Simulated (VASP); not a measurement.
## C: a changed input and its effect

System: C (4 atoms in the cell).
Method of run 1: Kohn-Sham DFT of a periodic cell, r2SCAN with rVV10, VASP PAW PBE potentials, recommended, no spin polarisation (VASP 6.6.1).

The structure derives from a Materials Project entry. 

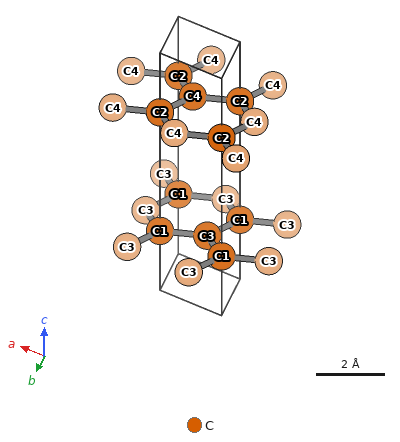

**Figure 1.** The starting structure (ball-and-stick view of the cell of the calculation, seen at an oblique angle; neighbours outside the cell are drawn fainter; atoms are numbered from 1 in the order of the input). An atom can appear more than once, as a periodic image. Near neighbours in the periodic cell (some may lie outside the picture): C has 3 C at 1.42 Å.

## INCAR, run 1
```
SYSTEM = C
PREC = Accurate
ENCUT = 600
EDIFF = 1E-7
ISMEAR = 0
SIGMA = 0.1
LREAL = .False.
LASPH = .True.
NELM = 100
ALGO = Normal
ISIF = 3
LWAVE = .False.
LCHARG = .False.
METAGGA = R2SCAN
LMIXTAU = .True.
LUSE_VDW = .True.
IVDW_NL = 2
BPARAM = 11.95
CPARAM = 0.0093
IBRION = 2
NSW = 90
EDIFFG = -0.005
```

## KPOINTS, run 1
```
Automatic mesh
0
Gamma
  21 21 6
  0 0 0
```

## POSCAR, run 1
```
C
1.0
    2.4672912600      0.0000000000      0.0000000000
   -1.2336456300      2.1367369100      0.0000000000
    0.0000000000      0.0000000000      7.8030730000
C
4
Direct
    0.0000000000      0.0000000000      0.2500000000
    0.0000000000      0.0000000000      0.7500000000
    0.3333333300      0.6666666700      0.2500000000
    0.6666666700      0.3333333300      0.7500000000
```

Launched with:
```bash
cat potpaw_PBE.64/C/POTCAR > POTCAR
mpirun -np 1 vasp_std > vasp.out
```

Hardware: 1 thread of Intel Xeon (Granite Rapids), 192 GiB of memory available, shared host.

## OSZICAR and lines of OUTCAR (run 1)
```
N       E                     dE             d eps       ncg     rms          rms(c)
DAV:   1     0.591545708416E+02    0.59155E+02   -0.89162E+03  4608   0.138E+03
DAV:   2    -0.401875859226E+02   -0.99342E+02   -0.90190E+02  6548   0.245E+02
DAV:   3    -0.450865013231E+02   -0.48989E+01   -0.48580E+01  5692   0.567E+01
DAV:   4    -0.451540669933E+02   -0.67566E-01   -0.67458E-01  5900   0.762E+00
DAV:   5    -0.451556271170E+02   -0.15601E-02   -0.15596E-02  5692   0.113E+00    0.811E+00
DAV:   6    -0.414490133938E+02    0.37066E+01   -0.19728E+00  5416   0.107E+01    0.588E+00
DAV:   7    -0.375502831610E+02    0.38987E+01   -0.35110E-01  5280   0.652E+00    0.133E+00
[...]
DAV:   4    -0.394612074455E+02   -0.15776E-02   -0.47717E-04  4704   0.258E-01    0.851E-03
DAV:   5    -0.394612070572E+02    0.38832E-06   -0.38943E-05  5404   0.817E-02    0.340E-03
DAV:   6    -0.394612376762E+02   -0.30619E-04   -0.91045E-06  5024   0.399E-02    0.121E-03
DAV:   7    -0.394612355452E+02    0.21310E-05   -0.13003E-06  5248   0.137E-02    0.141E-03
DAV:   8    -0.394612380506E+02   -0.25054E-05   -0.44249E-07  5000   0.833E-03    0.116E-03
DAV:   9    -0.394612378013E+02    0.24931E-06   -0.15108E-08  3596   0.154E-03    0.399E-04
DAV:  10    -0.394612379516E+02   -0.15030E-06   -0.21297E-08  3224   0.197E-03    0.452E-05
DAV:  11    -0.394612378398E+02    0.11183E-06   -0.25328E-09  2596   0.652E-04    0.838E-06
DAV:  12    -0.394612378530E+02   -0.13235E-07   -0.30379E-10  2492   0.252E-04
  12 F= -.39461238E+02 E0= -.39460945E+02  d E =-.187607E-04
[... from OUTCAR:]
  free energy    TOTEN  =       -39.46123785 eV
  energy without entropy =      -39.46065314  energy(sigma->0) =      -39.46094549
 E-fermi :   4.7903     XC(G=0): -11.3168     alpha+bet :-11.6011
  free  energy   TOTEN  =       -39.4612378530 eV
  energy  without entropy=      -39.4606531367  energy(sigma->0) =      -39.46094549
```

For run 2 the input was changed thus:
```diff
-LUSE_VDW = .True.
-IVDW_NL = 2
-BPARAM = 11.95
-CPARAM = 0.0093
```

What does this change do to the results?

The total energies belong to different models, so their difference says nothing on which is more stable or more accurate. The volume per atom goes from 8.64 to 9.05 Å³. The SCF takes 172 iterations over all geometry steps against 170.

## OSZICAR and lines of OUTCAR (run 2)
```
N       E                     dE             d eps       ncg     rms          rms(c)
DAV:   1     0.590476590397E+02    0.59048E+02   -0.89266E+03  4608   0.138E+03
DAV:   2    -0.405359387276E+02   -0.99584E+02   -0.90547E+02  6532   0.246E+02
DAV:   3    -0.454686105400E+02   -0.49327E+01   -0.48688E+01  5696   0.567E+01
DAV:   4    -0.455373585149E+02   -0.68748E-01   -0.68635E-01  5876   0.766E+00
DAV:   5    -0.455389735985E+02   -0.16151E-02   -0.16140E-02  5720   0.115E+00    0.812E+00
DAV:   6    -0.418180511503E+02    0.37209E+01   -0.19864E+00  5376   0.107E+01    0.589E+00
DAV:   7    -0.379069490367E+02    0.39111E+01   -0.35316E-01  5280   0.654E+00    0.133E+00
[...]
DAV:   2    -0.397729619471E+02    0.41357E-02   -0.77033E-03  5248   0.872E-01    0.315E-01
DAV:   3    -0.397661469696E+02    0.68150E-02   -0.18188E-02  4624   0.134E+00    0.343E-02
DAV:   4    -0.397776724442E+02   -0.11525E-01   -0.48116E-03  4616   0.819E-01    0.329E-02
DAV:   5    -0.397778591051E+02   -0.18666E-03   -0.23951E-04  5216   0.187E-01    0.736E-03
DAV:   6    -0.397780198501E+02   -0.16075E-03   -0.88040E-05  4792   0.126E-01    0.653E-03
DAV:   7    -0.397780201023E+02   -0.25217E-06   -0.59634E-06  5256   0.325E-02    0.323E-03
DAV:   8    -0.397780329481E+02   -0.12846E-04   -0.24473E-06  5080   0.188E-02    0.209E-03
DAV:   9    -0.397780347000E+02   -0.17518E-05   -0.29225E-07  5556   0.598E-03    0.255E-04
DAV:  10    -0.397780346291E+02    0.70830E-07   -0.46506E-08  3592   0.281E-03
  12 F= -.39778035E+02 E0= -.39777738E+02  d E =-.525470E-04
[... from OUTCAR:]
  free energy    TOTEN  =       -39.77803463 eV
  energy without entropy =      -39.77744155  energy(sigma->0) =      -39.77773809
 E-fermi :   4.4030     XC(G=0): -10.9161     alpha+bet :-11.0778
  free  energy   TOTEN  =       -39.7780346291 eV
  energy  without entropy=      -39.7774415524  energy(sigma->0) =      -39.77773809
```

## The two runs side by side

```csv
quantity,run 1,run 2
outcome,converged,converged
free energy per atom (eV),−9.8653,−9.9445
gap on the mesh (eV),0.00,0.00
pressure (GPa),0.00,0.00
volume per atom (Å³),8.64,9.05
largest force (eV/Å),0.000,0.000
SCF iterations,170,172
irreducible k-points,192,192
```

For both runs: The volume changed by more than 5 % on the plane waves of the start, so the result carries a basis error; a second relaxation from the end is advised.
